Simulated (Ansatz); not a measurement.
# Formation energy and levels of the vacancy V_N in AlN (F-43m)

Wanted: the transition levels of a vacancy in AlN (F-43m), from a cell of 54 host atoms with 1 N taken out.

Program: Ansatz 0.2.0. Level of theory: place-levels on r2SCAN runs: charge-transition levels and formation energies with image-charge correction and potential alignment at the atomic sites. Results are calculated unless marked as measured.

### Step 1. Starting point

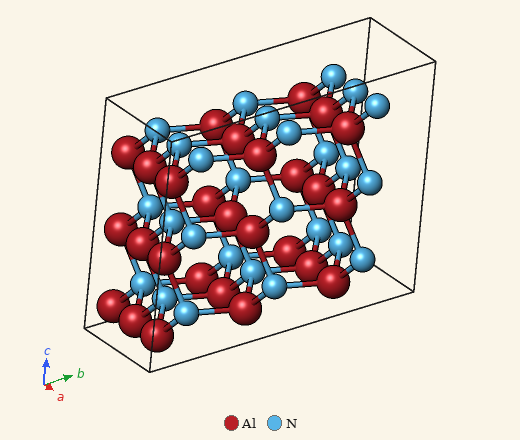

The starting structure, seen slightly off an axis (aluminium red, nitrogen blue).

The cell holds 53 atoms: 27 Al and 26 N. Its edges and angles: a = 9.270 Å, b = 9.270 Å, c = 9.270 Å, α = 60.0°, β = 60.0°, γ = 60.0°. It derives from AlN (space group F-43m). Nearest the centre at fractional (0.417, 0.417, 0.417): Al27 at 1.89 Å, Al44 at 1.89 Å, Al28 at 1.89 Å, Al32 at 1.89 Å, N16 at 3.09 Å, N26 at 3.09 Å, N45 at 3.09 Å, N12 at 3.09 Å.

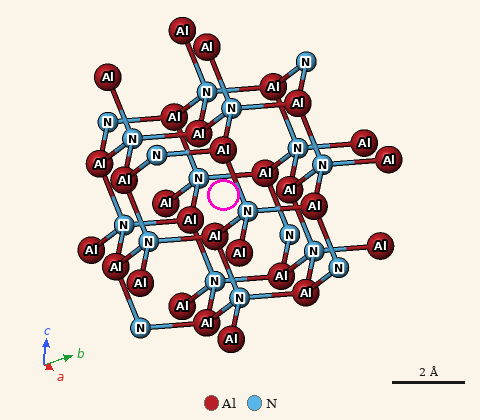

The atoms within 5 Å of the centre. A ring marks the centre wherever it is empty.

Coordinates:

```xyz
53
Lattice="0.0000 6.5546 6.5546 6.5546 0.0000 6.5546 6.5546 6.5546 0.0000" Properties=species:S:1:pos:R:3 pbc="T T T"
Al    0.0000    0.0000    0.0000
N     1.0924    1.0924    1.0924
Al    2.1849    2.1849    0.0000
N     3.2773    3.2773    1.0924
Al    4.3698    4.3698    0.0000
N     5.4622    5.4622    1.0924
Al    2.1849    0.0000    2.1849
N     3.2773    1.0924    3.2773
Al    4.3698    2.1849    2.1849
N     5.4622    3.2773    3.2773
Al    6.5546    4.3698    2.1849
N     7.6471    5.4622    3.2773
Al    4.3698    0.0000    4.3698
N     5.4622    1.0924    5.4622
Al    6.5546    2.1849    4.3698
N     7.6471    3.2773    5.4622
Al    8.7395    4.3698    4.3698
N     9.8320    5.4622    5.4622
Al    0.0000    2.1849    2.1849
N     1.0924    3.2773    3.2773
Al    2.1849    4.3698    2.1849
N     3.2773    5.4622    3.2773
Al    4.3698    6.5546    2.1849
N     5.4622    7.6471    3.2773
Al    2.1849    2.1849    4.3698
N     3.2773    3.2773    5.4622
Al    4.3698    4.3698    4.3698
Al    6.5546    6.5546    4.3698
N     7.6471    7.6471    5.4622
Al    4.3698    2.1849    6.5546
N     5.4622    3.2773    7.6471
Al    6.5546    4.3698    6.5546
N     7.6471    5.4622    7.6471
Al    8.7395    6.5546    6.5546
N     9.8320    7.6471    7.6471
Al    0.0000    4.3698    4.3698
N     1.0924    5.4622    5.4622
Al    2.1849    6.5546    4.3698
N     3.2773    7.6471    5.4622
Al    4.3698    8.7395    4.3698
N     5.4622    9.8320    5.4622
Al    2.1849    4.3698    6.5546
N     3.2773    5.4622    7.6471
Al    4.3698    6.5546    6.5546
N     5.4622    7.6471    7.6471
Al    6.5546    8.7395    6.5546
N     7.6471    9.8320    7.6471
Al    4.3698    4.3698    8.7395
N     5.4622    5.4622    9.8320
Al    6.5546    6.5546    8.7395
N     7.6471    7.6471    9.8320
Al    8.7395    8.7395    8.7395
N     9.8320    9.8320    9.8320
```

The host's dielectric constants go in as inputs: 4.64 for the electrons alone, 8.52 with the ions, computed on the host (DFPT, PBEsol, on the r2SCAN cell), and a cell off the functional's own equilibrium shifts the ionic part.

The cell's shortest repeat is 9.3 Å.

### Step 2. The runs of each charge state

Levels follow from differences of total energies between charge states, each relaxed by itself.

Each atom starts 0.05 Å or so off its site in a random direction: a symmetric start keeps its symmetry, and would miss off-centre moves and Jahn–Teller distortions. Forces are taken at one point at (¼, ¼, ¼). The cell holds 1 electron more than the neutral one, with a uniform background that keeps it neutral on the whole.

The sampling was tested on the host first: at the k-points planned (1x1x1 shifted 0.25 0.25 0.25) its energy lies 0.045 eV an atom from the dense-mesh value, so the final energies take a denser sampling.

One of the inputs; charge, spin and start change from state to state.

qm1.relax/input.yaml

```yaml
crystal:
  lattice:
    - [0.0, 2.18487925, 2.18487925]
    - [2.18487925, 0.0, 2.18487925]
    - [2.18487925, 2.18487925, 0.0]
  atoms:
    - { symbol: Al, position: [0.0, 0.0, 0.0] }
    - { symbol: "N", position: [0.25, 0.25, 0.25] }
  supercell: [3, 3, 3]
  defects: [{ vacancy: 27 }]
total_charge: -1
basis:
  ecutwfc: 500
  xc_grid: 2
hamiltonian:
  xc: r2scan
kpoints:
  mp_grid: { grid: [1, 1, 1], shift: [0.25, 0.25, 0.25] }
scf:
  occupations: { method: fixed }
  max_iter: 60
output:
  forces: true
  charged_corrections: { epsilon: 4.64, static_epsilon: 8.52 }
relax:
  f_tol: 0.02
  max_steps: 80
  random_displacement: { amplitude: 0.05, seed: 1735 }
checkpoint:
  write: "../qm1.relax.run"
  compress: false
  write_wavefunctions: true
  write_every: 100000
```

Launch:

```
$ ansatz run input.yaml --threads 4 --pin off --max-ram 7536MiB --backend cpu --events-out ev --progress --plain --runs-dir out
```

Defect states can disperse in a cell of this size, so the energy is taken again at a 2×2×2 shifted mesh, on the relaxed structure.

The run of this state that the levels use, under r2SCAN:

qm1.point/input.yaml

```yaml
crystal:
  checkpoint: "../qm1.relax.run"
  host: checkpoint
total_charge: -1
basis:
  ecutwfc: 500
  xc_grid: 2
hamiltonian:
  xc: r2scan
kpoints:
  mp_grid: { grid: [2, 2, 2], shift: [0.5, 0.5, 0.5] }
scf:
  occupations: { method: fermi_dirac, width: 0.01 }
  max_iter: 60
output:
  forces: true
  eigenvalues: true
  charged_corrections:
    epsilon: 4.64
    static_epsilon: 8.52
    defect_position: [0.416667, 0.416667, 0.416667]
  eigenstates: { localisation: true }
  populations: true
  band_densities: [{ bands: [v1, v1] }, { bands: [c1, c1] }]
  write_density: true
  write_potential: true
  volumetric_format: npy
  elf: true
checkpoint:
  read: "../qm1.relax.run"
  write: "../qm1.point.run"
  compress: false
  write_wavefunctions: false
  write_every: 100000
```

Relaxations under r2SCAN at one point at (¼, ¼, ¼); times on 4 threads of Arm Neoverse V1, shared host:

| charge | moment (μB) | occupations | outcome | steps | largest displacement against the far atoms (Å) | time |
| --- | --- | --- | --- | --- | --- | --- |
| −1 | 0 | fixed | converged | 9 | 0.19 | 73 s |
| 0 | 1 | fixed | converged | 7 | 0.10 | 2.5 min |
| +1 | 0 | fixed | converged | 6 | 0.07 | 50 s |
| +2 | 1 | fixed | converged | 9 | 0.22 | 3.1 min |
| +3 | 0 | fixed | converged | 8 | 0.38 | 76 s |

Single points under r2SCAN at a 2×2×2 shifted mesh; times on 4 threads of Arm Neoverse V1, shared host:

```csv
charge,moment (μB),occupations,outcome,time
−1,0,fermi-dirac,converged,47 s
0,1,fermi-dirac,converged,2.1 min
+1,0,fermi-dirac,converged,50 s
+2,1,fermi-dirac,converged,1.9 min
+3,0,fermi-dirac,converged,45 s
```

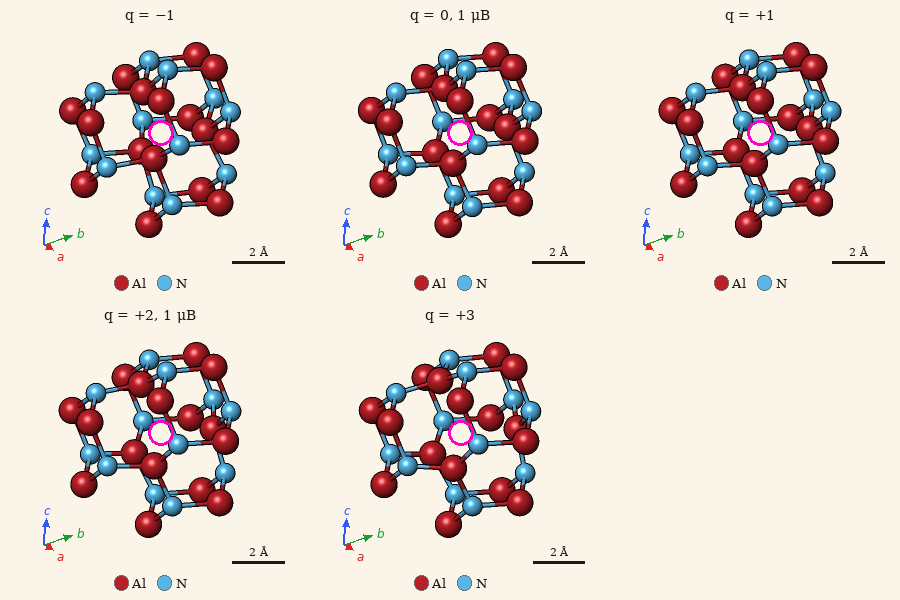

The structures near the centre after relaxation with r2SCAN, by charge. A ring marks the centre wherever it is empty.

Distances (Å) from the ideal centre to the nearest atoms after relaxation with r2SCAN:

| charge | moment (μB) | 1. | 2. | 3. | 4. | 5. | 6. |
| --- | --- | --- | --- | --- | --- | --- | --- |
| −1 | 0 | Al 1.80 | Al 1.84 | Al 1.84 | Al 1.88 | N 3.02 | N 3.03 |
| 0 | 1 | Al 1.86 | Al 1.89 | Al 1.89 | Al 1.91 | N 3.05 | N 3.05 |
| +1 | 0 | Al 1.96 | Al 1.96 | Al 1.96 | Al 1.96 | N 3.08 | N 3.08 |
| +2 | 1 | Al 2.10 | Al 2.11 | Al 2.11 | Al 2.11 | N 3.08 | N 3.08 |
| +3 | 0 | Al 2.26 | Al 2.27 | Al 2.27 | Al 2.28 | N 3.08 | N 3.08 |

### Step 3. Placing the levels, r2SCAN

A charged cell interacts with its images and the background, and its potential has another zero than the host's. place-levels removes the first by a point-charge model, screened by the static dielectric constant since the ions have relaxed around the charge, and the second by comparing potentials at atoms far from the defect.

The host is a run of the defect-free crystal in the same cutoffs, grids and k-points, so that basis and sampling errors cancel in part in the differences. The host is run in a cell of 2 atoms on a matching mesh. Its band edges are searched through the zone by a band path, so the gap is smaller than, or equal to, that on the mesh. Chemical potentials are energies per atom of N (N2 molecule), run with the same functional and cutoff.

levels.point.yaml

```yaml
host:
  run: host.point.run
states: [qm1.point.run, q0_M1.point.run, qp1.point.run, qp2_M1.point.run, qp3.point.run]
geometry_from:
  qm1.point.run: qm1.relax.run
  q0_M1.point.run: q0_M1.relax.run
  qp1.point.run: qp1.relax.run
  qp2_M1.point.run: qp2_M1.relax.run
  qp3.point.run: qp3.relax.run
  host.point.run: host.relax.run
chemical_potentials:
  "N":
    energy: -384.812052
    dataset: "<sha256 of the dataset>"
epsilon: 4.64
static_epsilon: 8.52
vertical:
  - { from: qm1.point.run, to: qm1.point_neutral.run }
  - { from: qp1.point.run, to: qp1.point_neutral.run }
  - { from: qp2_M1.point.run, to: qp2_M1.point_neutral.run }
  - { from: qp3.point.run, to: qp3.point_neutral.run }
```

Launch:

```
$ ansatz place-levels levels.point.yaml -- --threads 4 --pin off --max-ram 7536MiB
```

Numbers of over 12 decimals in the logs are rounded to 6 here.

The program printed:

```text
[... repeated set-up lines and file paths are left out, and long positions are rounded to six places ...]
(+3/+2) 0.211 eV beneath the valence edge, in the valence band
(+2/+1) 0.390 eV above the valence edge, 3.536 eV under the conduction edge
(+1/0) 3.597 eV above the valence edge, 0.329 eV under the conduction edge
(0/-1) 4.343 eV above the valence edge, in the conduction band
formation energy of charge +3: +2.552 eV with the Fermi level at the valence edge
formation energy of charge +2: +2.341 eV with the Fermi level at the valence edge
formation energy of charge +1: +2.732 eV with the Fermi level at the valence edge
formation energy of charge 0: +6.328 eV with the Fermi level at the valence edge
formation energy of charge -1: +10.671 eV with the Fermi level at the valence edge
vertical -1 to 0: no energy, since no alignment is typed
  the change from vertical[0].from (qm1.point.run) to vertical[0].to (qm1.point_neutral.run): by its potential at epsilon 4.64 it stands at 0.415 0.419 0.414, with an rms radius of about 2.2 Å (1.3 1.2 1.3 Å across the planes of the cell's vectors); [...]
vertical +1 to 0: no energy, since no alignment is typed
  the change from vertical[1].from (qp1.point.run) to vertical[1].to (qp1.point_neutral.run): by its potential at epsilon 4.64 it stands at 0.412 0.414 0.412, with an rms radius of about 3.0 Å (1.7 1.8 1.7 Å across the planes of the cell's vectors); [...]
vertical +2 to 0: no energy, since no alignment is typed
  the change from vertical[2].from (qp2_M1.point.run) to vertical[2].to (qp2_M1.point_neutral.run): by its potential at epsilon 4.64 it stands at 0.399 0.398 0.399, with an rms radius of about 2.6 Å (1.5 1.5 1.5 Å across the planes of the cell's vectors); [...]
vertical +3 to 0: no energy, since no alignment is typed
  the change from vertical[3].from (qp3.point.run) to vertical[3].to (qp3.point_neutral.run): by its potential at epsilon 4.64 it stands at 0.396 0.395 0.395, with an rms radius of about 2.0 Å (1.2 1.2 1.2 Å across the planes of the cell's vectors); [...]
  edges by r2scan, gap 3.926 eV; the host is sampled to repeats of 18.54 Å
  the defect's cells are sampled to repeats of 18.54 Å, like sampling
  charge +3: -24700.5534 eV with its correction of +1.865 eV, at epsilon 8.52, aligned at sites: -0.2649 eV, mean over 19 atomic sites at or beyond 4.63 Å from the host's site at [0.4168, 0.4168, 0.4168] by the defect at [0.4167, 0.4167, 0.4167], with [...]
  charge +2: -24694.0586 eV with its correction of +0.764 eV, at epsilon 8.52, aligned at sites: -0.2090 eV, mean over 19 atomic sites at or beyond 4.63 Å from the host's site at [0.4168, 0.4168, 0.4168] by the defect at [0.4167, 0.4167, 0.4167], with [...]
  charge +1: -24686.9622 eV with its correction of +0.126 eV, at epsilon 8.52, aligned at sites: -0.1696 eV, mean over 19 atomic sites at or beyond 4.63 Å from the host's site at [0.4168, 0.4168, 0.4168] by the defect at [0.4167, 0.4167, 0.4167], with [...]
  charge 0: +0.000 eV for its dipole among its images, +0.000 omitted
  charge -1: -24665.6105 eV with its correction of +0.382 eV, at epsilon 8.52, aligned at sites: -0.0862 eV, mean over 19 atomic sites at or beyond 4.63 Å from the host's site at [0.4168, 0.4168, 0.4168] by the defect at [0.4167, 0.4167, 0.4167], with [...]
  of states[4] (qp3.point.run): it parts from the run that its charge is read beside by 3 carriers, of which the mean alone is read, by its potential at epsilon 4.64, taken for that of held ions (one typed too small widens it): that is narrow, but one of them [...]
  of states[3] (qp2_M1.point.run): it parts from the run at its places by a charge that spreads by about 1.5 Å along one vector (1.3 Å or more is wide), by its potential at epsilon 4.64, taken for that of held ions (one typed too small widens it), where the [...]
  of states[2] (qp1.point.run): it parts from the run at its places by a charge that spreads by about 1.8 Å along one vector (1.3 Å or more is wide), by its potential at epsilon 4.64, taken for that of held ions (one typed too small widens it), where the cell [...]
  of states[1] (q0_M1.point.run): stability_check_not_made
  of states[0] (qm1.point.run): it parts from the run at its places by a charge that spreads by about 1.3 Å along one vector (1.3 Å or more is wide), by its potential at epsilon 4.64, taken for that of held ions (one typed too small widens it), where the cell [...]
  of vertical[0].from (qm1.point.run): it parts from the run at its places by a charge that spreads by about 1.3 Å along one vector (1.3 Å or more is wide), by its potential at epsilon 4.64, taken for that of held ions (one typed too small widens it), where [...]
  of vertical[0].to (qm1.point_neutral.run): stability_check_not_made
  of vertical[1].from (qp1.point.run): it parts from the run at its places by a charge that spreads by about 1.8 Å along one vector (1.3 Å or more is wide), by its potential at epsilon 4.64, taken for that of held ions (one typed too small widens it), where [...]
  of vertical[1].to (qp1.point_neutral.run): its moments are held at its close (magnetization.spin_locking), by a field of 0.021 eV a Bohr magneton, and its energy and levels are of the state that this holds: a run that lets them go can end lower
  of vertical[2].from (qp2_M1.point.run): stability_check_not_made; [...]
  of vertical[2].to (qp2_M1.point_neutral.run): its moments are held at its close (magnetization.spin_locking), by a field of 0.181 eV a Bohr magneton, and its energy and levels are of the state that this holds: a run that lets them go can end lower; [...]
  of vertical[3].from (qp3.point.run): its displacements don't fall off away from the defect: farther atoms stand 0.012 Å off the host's places. [...]
  of vertical[3].to (qp3.point_neutral.run): its displacements don't fall off away from the defect: farther atoms stand 0.012 Å off the host's places. [...]
```

Elapsed: 0.61 s, on 4 threads of Arm Neoverse V1, shared host.

Under r2SCAN the gap is 3.93 eV, (+3/+2) -0.21 (outside the gap), (+2/+1) 0.39, (+1/0) 3.60, (0/−1) 4.34 (outside the gap) eV.

Levels between the charges placed, in eV above the valence top:

|  | gap (eV) | (+3/+2) | (+2/+1) | (+1/0) | (0/−1) |
| --- | --- | --- | --- | --- | --- |
| r2SCAN | 3.93 | -0.21 | 0.39 | 3.60 | 4.34 |

Corrections by state:

| charge | moment (μB) | image terms and alignment (eV) | band filling (eV) | ε used | over the lowest of its charge, as the program ranks them, band filling apart (eV) |
| --- | --- | --- | --- | --- | --- |
| +3 | 0.0 | 1.865 | - | 8.52 | 0.000 |
| +2 | 1.0 | 0.764 | - | 8.52 | 0.000 |
| +1 | 0.0 | 0.126 | - | 8.52 | 0.000 |
| 0 | 1.0 | 0.000 | - | - | 0.000 |
| −1 | 0.0 | 0.382 | - | 8.52 | 0.000 |

The charged structures listed were also run neutral, and place-levels reads from each pair, by the potential or the spins, how wide the charge is by which they differ; that can be the carrier of either run.

| charge | rms radius (Å) | spread where it is widest against the cell (Å) | wide from (Å) | reading |
| --- | --- | --- | --- | --- |
| +3 | 2.0 | 1.18 | 1.31 | narrow |
| +2 | 2.6 | 1.48 | 1.31 | wide |
| +1 | 3.0 | 1.78 | 1.31 | wide |
| −1 | 2.2 | 1.32 | 1.31 | wide |

The neutral runs of these pairs need not share the spin of the lowest neutral state, and very wide values only mean spread over the cell.

From the program's caveats on the states, each cut to its opening words:

- charge +3: it parts from the run that its charge is read beside by 3 carriers, of which the mean alone is read, by its potential at epsilon 4.64, taken for that of held [...]
- charge +3: its alignment with the host at atomic sites is doubtful: the mean over the far sites moves by -0.4335 eV from their farther parts to their nearer, more than [...]
- charge +3: its displacements don't fall off away from the defect: farther atoms stand 0.012 Å off the host's places
- charge +2 (1 μB): it parts from the run at its places by a charge that spreads by about 1.5 Å along one vector (1.3 Å or more is wide), by its potential at epsilon 4.64, taken [...]
- charge +2 (1 μB): its alignment with the host at atomic sites is doubtful: the mean over the far sites moves by -0.2784 eV from their farther parts to their nearer, more than [...]
- charge +2 (1 μB), 0 (1 μB): flagged: stability check not made
- charge +1: it parts from the run at its places by a charge that spreads by about 1.8 Å along one vector (1.3 Å or more is wide), by its potential at epsilon 4.64, taken [...]
- charge +1: its alignment with the host at atomic sites is doubtful: the mean over the far sites moves by -0.1506 eV from their farther parts to their nearer, more than [...]
- charge −1: it parts from the run at its places by a charge that spreads by about 1.3 Å along one vector (1.3 Å or more is wide), by its potential at epsilon 4.64, taken [...]
- charge −1: the host's ions (past the first shell or, of a walk that freed a part, those that it held) aren't shown at rest: they stand up to 0.074 Å off their sites, 0.74 [...]

The host's formation energy from the elements is -1.604 eV per atom; it sets how far the chemical potentials can move.

Limit set by the element alone; other compounds of these elements are not counted. Chemical potentials from the elements' reference states: Al 0.00 eV, N -3.21 eV. Formation energy by charge state (Al-rich; gap 3.93 eV):

```
charge  at valence top (eV)  at conduction bottom (eV)  correction included (eV)
    +3                -0.66                      11.12                      1.87
    +2                -0.87                       6.98                      0.76
    +1                -0.48                       3.45                      0.13
     0                 3.12                       3.12                      0.00
    −1                 7.46                       3.54                      0.38
```

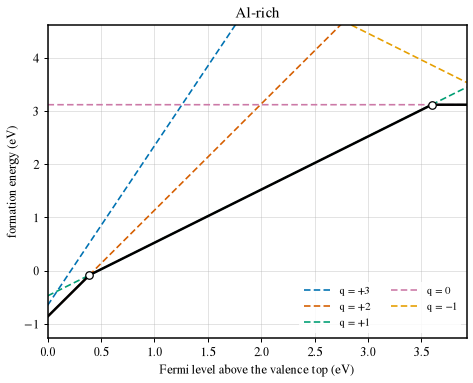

Formation energy against Fermi level; the thick line follows the lowest charge state and circles mark the transition levels.

Limit set by the element alone; other compounds of these elements are not counted. Chemical potentials from the elements' reference states: N 0.00 eV, Al -3.21 eV. Formation energies (N-rich), with the Fermi level at the valence top and at the conduction bottom (gap 3.93 eV):

```
charge  at valence top (eV)  at conduction bottom (eV)  correction included (eV)
    +3                 2.55                      14.33                      1.87
    +2                 2.34                      10.19                      0.76
    +1                 2.73                       6.66                      0.13
     0                 6.33                       6.33                      0.00
    −1                10.67                       6.75                      0.38
```

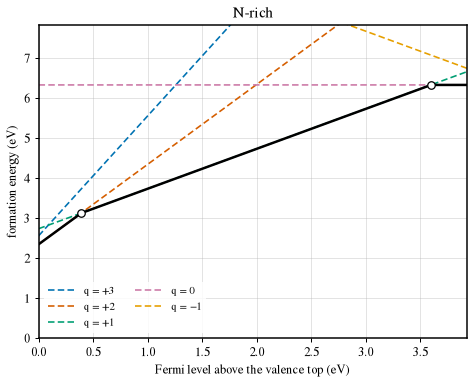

Formation energy against Fermi level; the thick line follows the lowest charge state and circles mark the transition levels.

Charge transition levels, in eV, zero at the valence-band top of the host:

|  | conduction bottom | valence top |
| --- | --- | --- |
| V_N | 3.93 | 0.00 |

```csv
,level,energy (eV)
V_N,(+3/+2),-0.21
V_N,(+2/+1),0.39
V_N,(+1/0),3.60
V_N,(0/−1),4.34
```

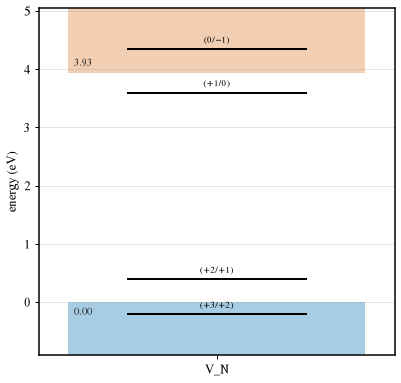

Charge transition levels. Shaded: valence and conduction bands.

(Part 1 of 2 ends here.)

[Logs are printed without paths, hosts, clocks, repeated set-up lines and the standing remarks that a program may print on its own settings, such as how far it seeks lower states.]

[Hosts, paths, dates, database ids (printed as entryN), source tags and the programs' standing remarks are cut or masked in the printed files.]

[Where a table of states has a column of steps, it counts the stored structures, which are thinned; the runs took as many ionic steps or more.]

[A defect's name tells the site on which it was built; relaxed atoms can leave that site.]

[For some hosts the program warned that the k-mesh of the response run may be too coarse for force constants and the static dielectric constant; such warnings are not shown here.]
